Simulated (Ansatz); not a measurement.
Run report: Mo, single-point calculation

- system: Mo (2 atoms in the cell)
- method: DFT PBEsol, scalar-relativistic, plane waves, PAW, no spin polarisation (Ansatz 0.2.0)

The structure derives from an entry of the Crystallography Open Database. It belongs to a series of runs on one base structure; here: mode 5 (197.0 1/cm) frozen in, largest displacement +0.037 A. Figures and captions count atoms from 1; the log counts them from 0 in places.

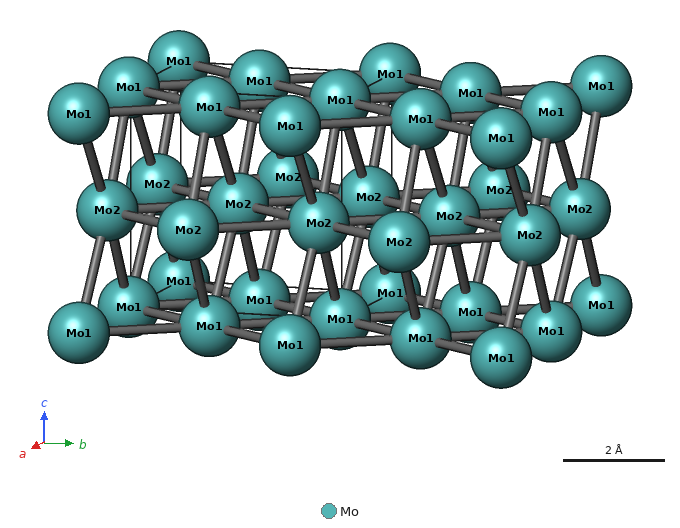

The input geometry (ball-and-stick view of the cell 2 times as large as that of the calculation, set on its symmetry axes, repeated 2 × 2 × 1, seen slightly off an axis; atoms are numbered from 1 in the order of the input). An atom can appear more than once, as a periodic image.

**Summary**

```json
{"quantity": "outcome", "value": "converged"}
{"quantity": "space group (tolerance 0.01 Å)", "value": "Cmcm (63)"}
{"quantity": "electrons treated", "value": "28"}
{"quantity": "free energy", "value": "−9794.9275 eV"}
{"quantity": "Fermi energy", "value": "21.488 eV"}
{"quantity": "gap on the k-point mesh", "value": "none (metallic)"}
{"quantity": "pressure", "value": "0.21 GPa"}
{"quantity": "largest force (length of the vector)", "value": "0.507 eV/Å"}
{"quantity": "hardware", "value": "2 threads of Arm Neoverse V1, 24 GiB of memory available, shared host"}
{"quantity": "wall time", "value": "23 s (CPU time 46 s)"}
{"quantity": "peak memory", "value": "0.76 GiB"}
```

**The input**
```yaml
crystal:
  lattice:
    - [-1.5646534271, 1.5646534271, 1.5646534271]
    - [1.5646534271, -1.5646534271, 1.5646534271]
    - [3.1293068543, 3.1293068543, 0.0]
  atoms:
    - { symbol: Mo, position: [-0.0084736031, 0.0084736031, 0.0] }
    - { symbol: Mo, position: [0.5084736031, 0.4915263969, 0.5] }
basis:
  ecutwfc: 420
kpoints:
  mp_grid: { grid: [24, 24, 14] }
hamiltonian:
  xc: pbesol
scf:
  occupations: { method: gaussian, width: 0.15 }
output:
  forces: true
  stress: true
  eigenvalues: true
  write_density: true
  write_potential: true
  elf: true
  volumetric_format: npy
```

Command:
```bash
ansatz run input.yaml --threads 2 --pin off --max-ram 5120MiB --backend cpu --events-out ev --progress --plain --runs-dir out
```

**The program's output**
```
Engine: ansatz 0.2.0, aarch64-unknown-linux-gnu
Pseudopotentials: kind: paw
Pseudopotential: Mo, paw, valence charge 14, recommended cutoff 420 eV (normal), Mo.paw.azcp
Functional definition: PBEsol
  exchange = pbesol_x
  correlation = pbesol_c
Crystal: 2 atoms, lattice volume = 30.644 Å³
Basis set: ecut = 420 eV, 609 PW (Γ), exchange–correlation on 40×40×60 points (8 copies of the dense FFT grid, shifted against one another)
Bands: 18, of which v1, the nominal top of the filled ones, is band 14 counted from 1 (13 counted from 0)
Symmetry: 8 space group operations
Space group: Cmcm (ITA 63), of the structure as read, at distance tolerance 3.1e-5 Å
k-points: 1256 of 8064
Non-local potential: Mo, projectors of the file, l = 0: 3, l = 1: 2, l = 2: 2, l = 3: 1
PAW form: soft (Blöchl's): semilocal exchange-correlation on the pseudo side does not see the compensation charge
PAW frozen core: Mo, regenerated for the run's functional, and the local potential with it (the file was generated under x = pbe(κ = 0.804, μ = 0.2195149727645171), c = pbe(β = 0.06672455060314922))
PAW one-centre angular grid: Mo, 590 points (default); XC on 64 Gauss nodes
Initial density: superposition of atomic densities (neutral atoms: chi_scale 0, normalization atom), corrected by the library's trained network
Initial wavefunctions: pseudopotential atomic-orbital guess
Functional: x = pbesol(κ = 0.804, μ = 0.12345679012345678), c = pbesol(β = 0.046)
SCF iter   1: F=—  HF=-9794.930388 eV  |F-HF|=—  |Δ(HF+E_count)|=         —  Δρ=6.21e-3  dr2=8.00e-3  ethr=1.77e-3  ⟨swp⟩=5.1  Hψ=99468  notcnv=0
preconditioner: auto → none  [metal: Δε(μ)=0.008 eV  Ē_g=4.842 eV  σ=0.150 eV  W_gap=0.03  n_scr=6 (ndim 8)  ℏωp=23.2 eV  f_vac=0.000  D(μ)=1.28/eV (n_scr^D=6)  sad-step TF]
SCF iter   2: F=—  HF=-9794.928230 eV  |F-HF|=—  |Δ(HF+E_count)|=   2.16e-3  Δρ=3.32e-3  dr2=2.13e-3  ethr=2.86e-5  ⟨swp⟩=1.7  Hψ=39961  notcnv=0
SCF iter   3: F=—  HF=-9794.927517 eV  |F-HF|=—  |Δ(HF+E_count)|=   7.13e-4  Δρ=3.11e-4  dr2=2.82e-5  ethr=7.60e-6  ⟨swp⟩=2.0  Hψ=29676  notcnv=0
SCF iter   4: F=—  HF=-9794.927531 eV  |F-HF|=—  |Δ(HF+E_count)|=   1.43e-5  Δρ=4.84e-5  dr2=2.13e-7  ethr=1.01e-7  ⟨swp⟩=2.5  Hψ=38667  notcnv=0
iter 5 did not close the SCF: its close was put off for the readings that it lacked (scf_convergence_deferred on its scf_iter line)
SCF iter   5: F=-9794.927532 eV  HF=-9794.927532 eV  |F-HF|=3.30e-8  |Δ(HF+E_count)|=   3.66e-7  Δρ=1.34e-5  dr2=4.44e-8  ethr=7.62e-10  ⟨swp⟩=2.0  Hψ=39032  notcnv=0
SCF iter   6: F=-9794.927532 eV  HF=-9794.927532 eV  |F-HF|=2.13e-9  |Δ(HF+E_count)|=   1.49e-8  Δρ=3.82e-6  dr2=3.00e-9  ethr=1.59e-10  ⟨swp⟩=5.2  Hψ=130218  notcnv=0
SCF 1 converged in 6 iterations: F = -9794.927532 eV  dr2 = 3.00e-9
  greatest PAW one-centre occupation: 0.999 electrons in one spin orbital (limit 2), on the Mo atom at site 1 (counted from 0), in its partial waves of l = 0
SCF converged after 6 iterations
Free energy (F): -9794.927532 eV
Harris-Foulkes:  -9794.927532 eV  (|F-HF|=2.13e-9)
Internal energy: -9794.912945 eV  (E = F + TS)
E sigma→0 (E₀):  -9794.920239 eV
Entropy (-TS):   -0.014586 eV (-7.293 meV/atom)
Fermi energy:    21.487719 eV
--- Per-component energies (eV) ---
  E_band       = -99.298178
  E_kinetic    = 883.306586
  E_local      = -1541.375987  (includes V_loc(G=0)·N_el)
  E_nonlocal   = 289.147946
  E_hartree    = 508.899147
  E_xc         = -365.445597
  E_vxc        = -457.789285  (∫ρ·V_xc dr)
  E_paw        = -6287.685540  (= ΣΔE_a)
  E_vpaw       = -290.383604  (= ΣTr[D̂ρ^β])
  E_aug_tail   = 0.000082  (compensation charges beyond the density's cutoff)
  E_ewald      = -3282.178182
  E_core_change = 0.418599  (= ΣΔE_core)
  E_smearing   = -0.014586  (= −TS)
  E_closure    = 0.000000  (closes the sum)
  Σ components = -9794.927532   (vs F -9794.927532, Δ=0.00e0)
--- Forces (eV/Å), atoms counted from 1 ---
  atom   1  Mo    -0.35815933     0.35815933     0.00000000
  atom   2  Mo     0.35815933    -0.35815933    -0.00000000
  max |Σ_I F_I| component: 5.55e-17 eV/Å
--- Stress (GPa, compression-positive) ---
        0.257964       0.474693       0.000000
        0.474693       0.257964       0.000000
        0.000000       0.000000       0.103980
  P = ⅓ Tr σ = 0.2066 GPa (2.066 kbar)
--- Band table (eV; the first three rows and the last of 1256) ---
  k-point 0: bands = ["-39.7334", "-39.4446", "-14.4657", "-13.4398", "-12.9830", "-12.9670", "-12.9656", "-12.9636", "14.1282", "16.0008", "17.9643", "20.0506", "20.0758", "20.0770", "23.1180", "23.1369", "23.1506", "23.1772"]
  k-point 1: bands = ["-39.7299", "-39.4483", "-14.4481", "-13.4341", "-12.9839", "-12.9828", "-12.9731", "-12.9658", "14.1867", "16.0238", "17.9850", "20.0169", "20.0703", "20.1323", "22.8603", "23.0819", "23.1211", "23.2960"]
  k-point 2: bands = ["-39.7194", "-39.4593", "-14.3960", "-13.4173", "-13.0435", "-12.9913", "-12.9821", "-12.9665", "14.3587", "16.0889", "18.0467", "19.9191", "20.0502", "20.2969", "22.3955", "22.9378", "23.0873", "23.3285"]
  k-point 1255: bands = ["-39.3444", "-39.3444", "-14.2424", "-14.2424", "-13.7258", "-13.7258", "-13.4977", "-13.4977", "16.9353", "16.9353", "18.0357", "18.0357", "20.6702", "20.6702", "21.7983", "21.7983", "25.9696", "25.9696"]
```

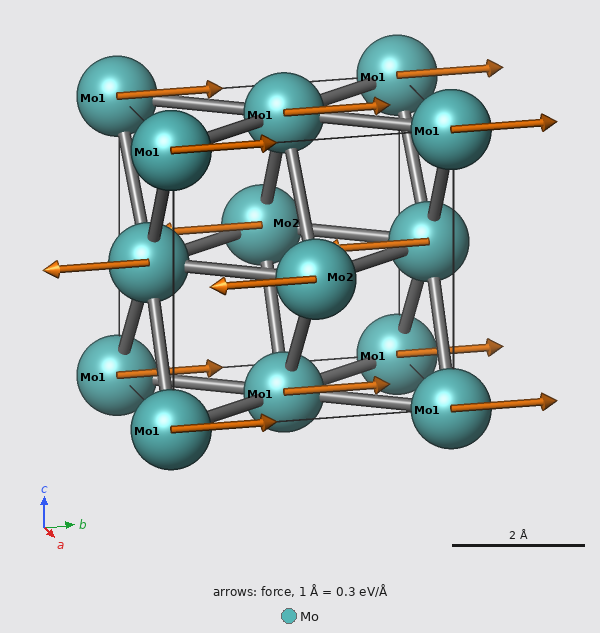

Forces on the atoms as orange arrows (ball-and-stick view of the cell 2 times as large as that of the calculation, set on its symmetry axes, seen slightly off an axis; atoms are numbered from 1 in the order of the input). The largest act on Mo1, Mo2 (0.51 eV/Å). The geometry is not a stationary point of this energy.

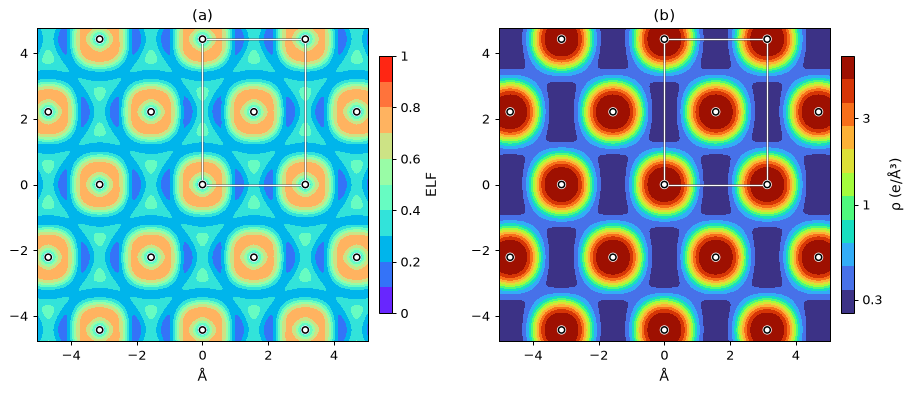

(a) electron localisation function; (b) valence electron density on the (001) plane of the conventional cell. Circles mark the nuclei in the plane (Mo). Mo–Mo (2.71 Å): ρ is about 0.39 e/Å³ halfway; the ELF is about 0.30 at the midpoint (no shared electron pair). Away from the nuclei the density in this plane falls to 0.25 e/Å³ at its lowest. The strong features right at Mo lie inside the PAW spheres (semicore, d or f shells) and say nothing about bonding. The fields are those of the smooth PAW valence density.

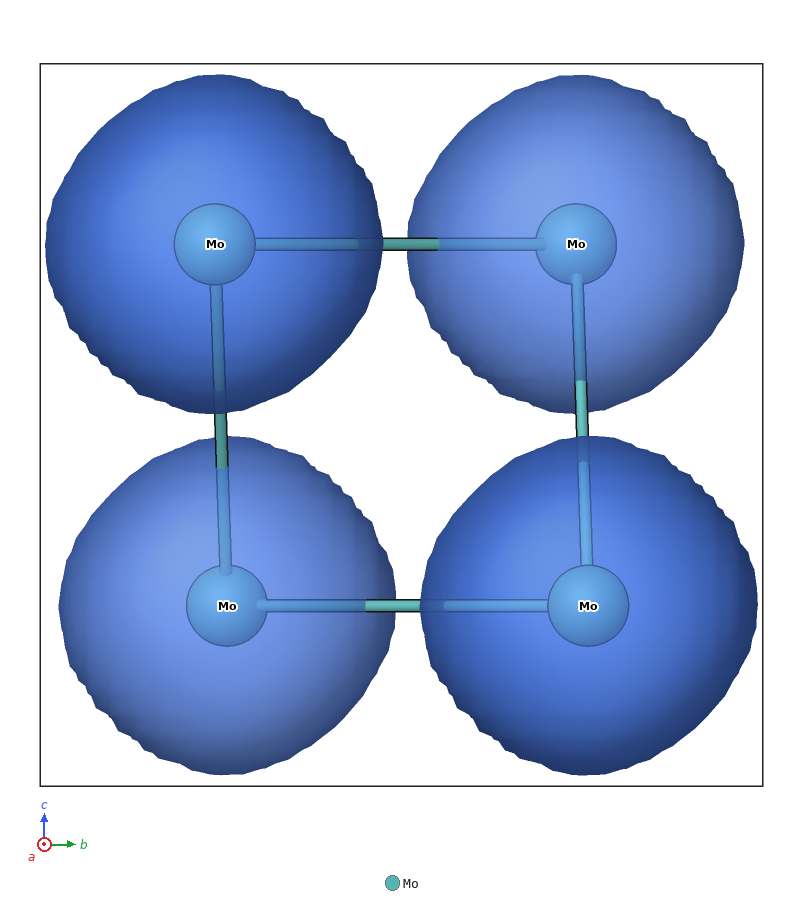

Isosurface of the valence electron density at 0.6 e/Å³ (blue), seen along the a axis. Sticks mark near contacts. The outline is the cell set on symmetry axes. At this value the density breaks into separate islands; it holds about 75 % of the electrons treated as valence (semicore included). It is pinched off along the Mo–Mo (2.71 Å) contacts. On the grid the lowest density along these lines, outside the cores, is 0.39 e/Å³ (Mo–Mo, 2.71 Å).
